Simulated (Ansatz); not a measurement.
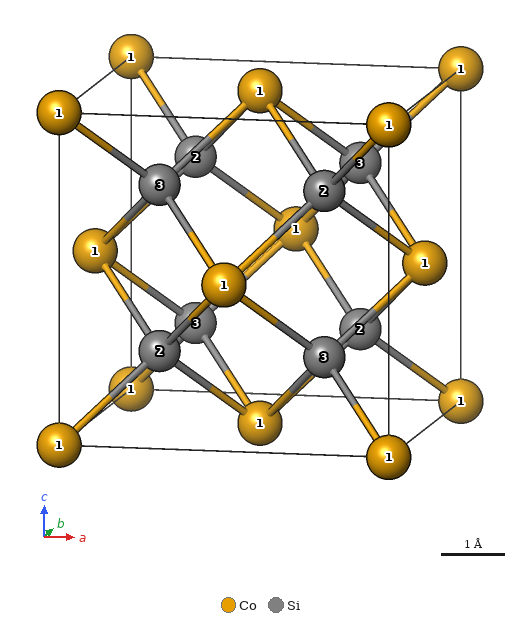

The structure as given in the input (ball-and-stick view of the cell 4 times as large as that of the calculation, set on its symmetry axes, seen slightly off an axis; atoms are numbered from 1 in the order of the input). Near neighbours in the crystal (not all of them lie inside the picture): Co has 8 Si at 2.32 Å; Si has 4 Co at 2.32 Å.

# Geometry relaxation, with input and output: CoSi₂ (part 1 of 2)

System: CoSi₂ (Fm-3m, 3 atoms in the cell).
Method: DFT PBE+D3(BJ), scalar-relativistic, plane waves, PAW, no spin polarisation (Ansatz 0.2.0).

The structure derives from an entry of the Crystallography Open Database. Figures and captions count atoms from 1; the log counts them from 0 in places.

Log:
```
Engine: ansatz 0.2.0, x86_64-unknown-linux-gnu
Pseudopotentials: kind: paw
Pseudopotential: Co, paw, valence charge 17, recommended cutoff 420 eV (normal), Co.paw.azcp
Pseudopotential: Si, paw, valence charge 4, recommended cutoff 420 eV (normal), Si.paw.azcp
Functional definition: PBE
  parameter kappa = 0.804
  parameter beta = 0.06672455060314922
  exchange = pbe_x(kappa = kappa, mu = beta*pi^2/3)
  correlation = pbe_c(beta = beta)
Crystal: 3 atoms, lattice volume = 38.606 Å³
Basis set: ecut = 420 eV, 749 PW (Γ), exchange–correlation on 54×54×54 points (8 copies of the dense FFT grid, shifted against one another)
Bands: 17, of which v1, the nominal top of the filled ones, is band 13 counted from 1 (12 counted from 0)
Symmetry: 48 space group operations
Space group: Fm-3m (ITA 225), of the structure as read, at distance tolerance 3.4e-5 Å
k-points: 104 of 2744
Non-local potential: Co, projectors of the file, l = 0: 3, l = 1: 2, l = 2: 3, l = 3: 1
Non-local potential: Si, projectors of the file, l = 0: 2, l = 1: 2, l = 2: 2
PAW form: soft (Blöchl's): semilocal exchange-correlation on the pseudo side does not see the compensation charge
PAW one-centre angular grid: Co, 590 points (default); XC on 64 Gauss nodes
PAW one-centre angular grid: Si, 110 points (default); XC on 64 Gauss nodes
Initial density: superposition of atomic densities (neutral atoms: chi_scale 0, normalization atom), corrected by the library's trained network
Initial wavefunctions: pseudopotential atomic-orbital guess
Functional: x = pbe(κ = 0.804, μ = 0.2195149727645171), c = pbe(β = 0.06672455060314922)
SCF iter   1: F=—  HF=-6400.498496 eV  |F-HF|=—  |Δ(HF+E_count)|=         —  Δρ=6.20e-3  dr2=1.48e-2  ethr=1.77e-3  ⟨swp⟩=5.1  Hψ=9103  notcnv=0
preconditioner: auto → Kerker (q_TF=auto, 2.538 Å⁻¹)  [metal: Δε(μ)=0.080 eV  Ē_g=8.115 eV  σ=0.100 eV  W_gap=0.37  n_scr=14 (ndim 8)  ℏωp=24.6 eV  f_vac=0.002  D(μ)=1.03/eV (n_scr^D=8)]
SCF iter   2: F=—  HF=-6400.497814 eV  |F-HF|=—  |Δ(HF+E_count)|=   6.82e-4  Δρ=3.22e-3  dr2=4.90e-3  ethr=5.90e-5  ⟨swp⟩=1.0  Hψ=2604  notcnv=0
SCF iter   3: F=—  HF=-6400.497657 eV  |F-HF|=—  |Δ(HF+E_count)|=   1.57e-4  Δρ=9.36e-4  dr2=2.31e-4  ethr=1.96e-5  ⟨swp⟩=1.8  Hψ=2311  notcnv=0  defer=3
SCF iter   4: F=—  HF=-6400.497720 eV  |F-HF|=—  |Δ(HF+E_count)|=   6.25e-5  Δρ=5.73e-4  dr2=9.26e-5  ethr=9.26e-7  ⟨swp⟩=2.1  Hψ=2833  notcnv=0
SCF iter   5: F=—  HF=-6400.497715 eV  |F-HF|=—  |Δ(HF+E_count)|=   5.00e-6  Δρ=1.26e-4  dr2=7.02e-6  ethr=3.70e-7  ⟨swp⟩=1.7  Hψ=2214  notcnv=0  defer=3
SCF iter   6: F=—  HF=-6400.497719 eV  |F-HF|=—  |Δ(HF+E_count)|=   4.26e-6  Δρ=1.46e-4  dr2=5.52e-6  ethr=2.81e-8  ⟨swp⟩=2.5  Hψ=2568  notcnv=0  defer=3
SCF iter   7: F=—  HF=-6400.497719 eV  |F-HF|=—  |Δ(HF+E_count)|=   1.36e-7  Δρ=1.82e-5  dr2=1.10e-7  ethr=2.21e-8  ⟨swp⟩=2.1  Hψ=2449  notcnv=0  defer=3
SCF iter   8: F=-6400.497719 eV  HF=-6400.497719 eV  |F-HF|=1.55e-8  |Δ(HF+E_count)|=   3.58e-9  Δρ=8.92e-6  dr2=1.88e-8  ethr=4.00e-10  ⟨swp⟩=4.9  Hψ=6032  notcnv=0
SCF 1 converged in 8 iterations: F = -6400.497719 eV  dr2 = 1.88e-8
  greatest PAW one-centre occupation: 1.000 electrons in one spin orbital (limit 2), on the Co atom at site 0 (counted from 0), in its partial waves of l = 0
relax step   1: F+E_penalty+E_count = -6400.49771901 eV  Δ(F+E_penalty+E_count) = +0.000e0 eV  max|allowed force component| = 2.776e-17 eV/Å  Δτ_max = 0.0000 Å  P = -6.173 GPa  Ω = 38.606 Å³  (8 SCF iters, dr2 threshold 1.00e-7 eV, accepted)
Crystal: 3 atoms, lattice volume = 37.834 Å³
Basis set: ecut = 420 eV, 725 PW (Γ), exchange–correlation on 54×54×54 points (8 copies of the dense FFT grid, shifted against one another)
Initial density: handed on by an earlier stage of this run
Initial wavefunctions: those handed on with the density
iter 1 solved again at ethr=3.58e-6 eV; its pass at ethr=3.10e-3 eV (dr2=8.96e-4 eV) is discarded
SCF iter   1: F=—  HF=-6400.519737 eV  |F-HF|=—  |Δ(HF+E_count)|=         —  Δρ=1.58e-3  dr2=9.11e-4  ethr=3.58e-6  ⟨swp⟩=1.0  Hψ=10363  notcnv=0
preconditioner: auto → Kerker (q_TF=auto, 2.546 Å⁻¹)  [metal: Δε(μ)=0.092 eV  Ē_g=8.278 eV  σ=0.100 eV  W_gap=0.41  n_scr=14 (ndim 8)  ℏωp=24.9 eV  f_vac=0.000  D(μ)=1.02/eV (n_scr^D=8)]
SCF iter   2: F=—  HF=-6400.519574 eV  |F-HF|=—  |Δ(HF+E_count)|=   1.63e-4  Δρ=9.65e-4  dr2=5.03e-4  ethr=3.58e-6  ⟨swp⟩=1.0  Hψ=1768  notcnv=0
SCF iter   3: F=—  HF=-6400.519481 eV  |F-HF|=—  |Δ(HF+E_count)|=   9.32e-5  Δρ=4.12e-4  dr2=1.21e-4  ethr=2.01e-6  ⟨swp⟩=1.0  Hψ=1768  notcnv=0
SCF iter   4: F=—  HF=-6400.519455 eV  |F-HF|=—  |Δ(HF+E_count)|=   2.61e-5  Δρ=9.23e-5  dr2=4.25e-6  ethr=4.83e-7  ⟨swp⟩=2.1  Hψ=2646  notcnv=0
SCF iter   5: F=—  HF=-6400.519458 eV  |F-HF|=—  |Δ(HF+E_count)|=   3.30e-6  Δρ=1.14e-4  dr2=4.09e-6  ethr=1.70e-8  ⟨swp⟩=2.0  Hψ=3041  notcnv=0
SCF iter   6: F=-6400.519459 eV  HF=-6400.519459 eV  |F-HF|=5.21e-8  |Δ(HF+E_count)|=   5.54e-7  Δρ=1.83e-5  dr2=1.12e-7  ethr=1.20e-9  ⟨swp⟩=3.3  Hψ=7377  notcnv=0
SCF 2 converged in 6 iterations: F = -6400.519459 eV  dr2 = 1.12e-7
relax step   2: F+E_penalty+E_count = -6400.51945860 eV  Δ(F+E_penalty+E_count) = -2.174e-2 eV  max|allowed force component| = 1.110e-16 eV/Å  Δτ_max = 0.0000 Å  P = -2.643 GPa  Ω = 37.834 Å³  energy of the carried Pulay correction = +3.411e-4 eV  (6 SCF iters, dr2 threshold 3.00e-7 eV, accepted)
Crystal: 3 atoms, lattice volume = 37.276 Å³
iter 1 solved again at ethr=1.99e-6 eV; its pass at ethr=3.10e-3 eV (dr2=4.97e-4 eV) is discarded
SCF iter   1: F=—  HF=-6400.524238 eV  |F-HF|=—  |Δ(HF+E_count)|=         —  Δρ=1.16e-3  dr2=4.94e-4  ethr=1.99e-6  ⟨swp⟩=1.4  Hψ=10208  notcnv=0
preconditioner: auto → Kerker (q_TF=auto, 2.553 Å⁻¹)  [metal: Δε(μ)=0.097 eV  Ē_g=8.386 eV  σ=0.100 eV  W_gap=0.42  n_scr=14 (ndim 8)  ℏωp=25.1 eV  f_vac=0.000  D(μ)=1.01/eV (n_scr^D=8)]
SCF iter   2: F=—  HF=-6400.524157 eV  |F-HF|=—  |Δ(HF+E_count)|=   8.16e-5  Δρ=7.23e-4  dr2=2.76e-4  ethr=1.97e-6  ⟨swp⟩=1.0  Hψ=1768  notcnv=0
SCF iter   3: F=—  HF=-6400.524093 eV  |F-HF|=—  |Δ(HF+E_count)|=   6.33e-5  Δρ=3.06e-4  dr2=6.55e-5  ethr=1.11e-6  ⟨swp⟩=1.0  Hψ=1768  notcnv=0
SCF iter   4: F=—  HF=-6400.524089 eV  |F-HF|=—  |Δ(HF+E_count)|=   4.49e-6  Δρ=6.89e-5  dr2=2.32e-6  ethr=2.62e-7  ⟨swp⟩=2.2  Hψ=2645  notcnv=0
SCF iter   5: F=—  HF=-6400.524091 eV  |F-HF|=—  |Δ(HF+E_count)|=   1.84e-6  Δρ=8.85e-5  dr2=2.38e-6  ethr=9.27e-9  ⟨swp⟩=2.0  Hψ=3047  notcnv=0
SCF iter   6: F=-6400.524091 eV  HF=-6400.524091 eV  |F-HF|=3.16e-8  |Δ(HF+E_count)|=   2.77e-7  Δρ=1.31e-5  dr2=6.08e-8  ethr=1.20e-9  ⟨swp⟩=3.0  Hψ=7039  notcnv=0
SCF 3 converged in 6 iterations: F = -6400.524091 eV  dr2 = 6.08e-8
relax step   3: F+E_penalty+E_count = -6400.52409105 eV  Δ(F+E_penalty+E_count) = -4.632e-3 eV  max|allowed force component| = 2.159e-16 eV/Å  Δτ_max = 0.0000 Å  P = +0.168 GPa  Ω = 37.276 Å³  energy of the carried Pulay correction = +5.921e-4 eV  (6 SCF iters, dr2 threshold 3.00e-7 eV, accepted)
Crystal: 3 atoms, lattice volume = 37.308 Å³
iter 1 solved again at ethr=6.07e-9 eV; its pass at ethr=3.10e-3 eV (dr2=1.52e-6 eV) is discarded
SCF iter   1: F=—  HF=-6400.524106 eV  |F-HF|=—  |Δ(HF+E_count)|=         —  Δρ=7.40e-5  dr2=1.65e-6  ethr=6.07e-9  ⟨swp⟩=2.0  Hψ=9896  notcnv=0
preconditioner: auto → Kerker (q_TF=auto, 2.552 Å⁻¹)  [metal: Δε(μ)=0.097 eV  Ē_g=8.376 eV  σ=0.100 eV  W_gap=0.42  n_scr=14 (ndim 8)  ℏωp=25.1 eV  f_vac=0.000  D(μ)=1.01/eV (n_scr^D=8)]
SCF iter   2: F=—  HF=-6400.524093 eV  |F-HF|=—  |Δ(HF+E_count)|=   1.29e-5  Δρ=4.17e-5  dr2=7.84e-7  ethr=6.07e-9  ⟨swp⟩=1.0  Hψ=1768  notcnv=0
SCF iter   3: F=—  HF=-6400.524093 eV  |F-HF|=—  |Δ(HF+E_count)|=   2.09e-7  Δρ=1.56e-5  dr2=1.62e-7  ethr=3.14e-9  ⟨swp⟩=1.1  Hψ=1840  notcnv=0
iter 4 did not close the SCF: its close was put off for the readings that it lacked (scf_convergence_deferred on its scf_iter line)
SCF iter   4: F=-6400.524093 eV  HF=-6400.524093 eV  |F-HF|=3.11e-9  |Δ(HF+E_count)|=   2.82e-8  Δρ=4.79e-6  dr2=1.01e-8  ethr=6.47e-10  ⟨swp⟩=2.0  Hψ=2669  notcnv=0
iter 5 did not close the SCF: its close was put off for the readings that it lacked (scf_convergence_deferred on its scf_iter line)
SCF iter   5: F=-6400.524093 eV  HF=-6400.524093 eV  |F-HF|=6.87e-10  |Δ(HF+E_count)|=   4.00e-9  Δρ=4.03e-6  dr2=5.07e-9  ethr=4.03e-11  ⟨swp⟩=2.3  Hψ=2698  notcnv=0
SCF iter   6: F=-6400.524093 eV  HF=-6400.524093 eV  |F-HF|=6.73e-11  |Δ(HF+E_count)|=   1.09e-9  Δρ=1.54e-6  dr2=6.84e-10  ethr=2.03e-11  ⟨swp⟩=1.9  Hψ=4970  notcnv=0
SCF 4 converged in 6 iterations: F = -6400.524093 eV  dr2 = 6.84e-10
relax step   4: F+E_penalty+E_count = -6400.52409281 eV  Δ(F+E_penalty+E_count) = -1.761e-6 eV  max|allowed force component| = 1.789e-16 eV/Å  Δτ_max = 0.0000 Å  P = -0.005 GPa  Ω = 37.308 Å³  energy of the carried Pulay correction = +5.772e-4 eV  (6 SCF iters, dr2 threshold 7.06e-8 eV, accepted)
Initial wavefunctions: pseudopotential atomic-orbital guess (no wavefunctions were taken with the density)
iter 1 solved again at ethr=8.47e-7 eV; its pass at ethr=3.10e-3 eV (dr2=2.12e-4 eV) is discarded
SCF iter   1: F=—  HF=-6400.523623 eV  |F-HF|=—  |Δ(HF+E_count)|=         —  Δρ=1.21e-4  dr2=7.74e-7  ethr=8.47e-7  ⟨swp⟩=3.0  Hψ=13457  notcnv=0
SCF iter   2: F=—  HF=-6400.523613 eV  |F-HF|=—  |Δ(HF+E_count)|=   1.03e-5  Δρ=6.94e-5  dr2=3.65e-7  ethr=3.09e-9  ⟨swp⟩=2.1  Hψ=2384  notcnv=0
SCF iter   3: F=—  HF=-6400.523613 eV  |F-HF|=—  |Δ(HF+E_count)|=   6.56e-8  Δρ=9.91e-6  dr2=1.15e-8  ethr=1.46e-9  ⟨swp⟩=2.0  Hψ=1872  notcnv=0
SCF iter   4: F=—  HF=-6400.523613 eV  |F-HF|=—  |Δ(HF+E_count)|=   4.58e-9  Δρ=1.36e-6  dr2=4.59e-10  ethr=4.59e-11  ⟨swp⟩=2.0  Hψ=3044  notcnv=0
SCF iter   5: F=—  HF=-6400.523613 eV  |F-HF|=—  |Δ(HF+E_count)|=  2.56e-10  Δρ=1.09e-6  dr2=3.92e-10  ethr=1.84e-12  ⟨swp⟩=2.2  Hψ=2956  notcnv=0
SCF iter   6: F=-6400.523613 eV  HF=-6400.523613 eV  |F-HF|=0.00e0  |Δ(HF+E_count)|=  3.18e-11  Δρ=9.63e-8  dr2=3.82e-12  ethr=1.00e-12  ⟨swp⟩=5.0  Hψ=7960  notcnv=0
SCF 5 converged in 6 iterations: F = -6400.523613 eV  dr2 = 3.82e-12
relax step   5: F+E_penalty+E_count = -6400.52361310 eV  Δ(F+E_penalty+E_count) = +4.797e-4 eV  max|allowed force component| = 2.128e-16 eV/Å  Δτ_max = 0.0000 Å  P = -0.024 GPa  Ω = 37.308 Å³  stress off target by 2.43e-2 GPa  SCF on the basis re-selected at this cell (its energy is not comparable with the rows above)  (6 SCF iters)
```

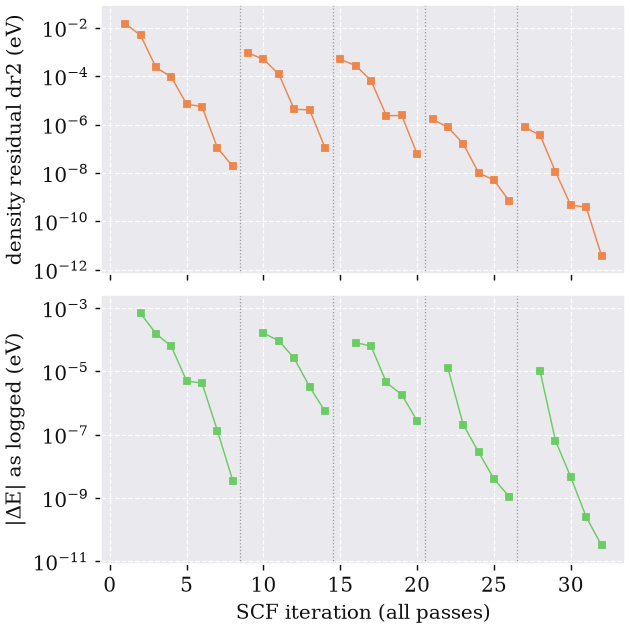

Convergence of the self-consistent field: density residual dr2 and size of the energy change against the SCF iteration. The dotted lines part the SCF passes of the relaxation: geometry steps, rejected trials and re-solves on a re-selected basis. The 5 passes take 6 to 8 iterations each, 32 in all.
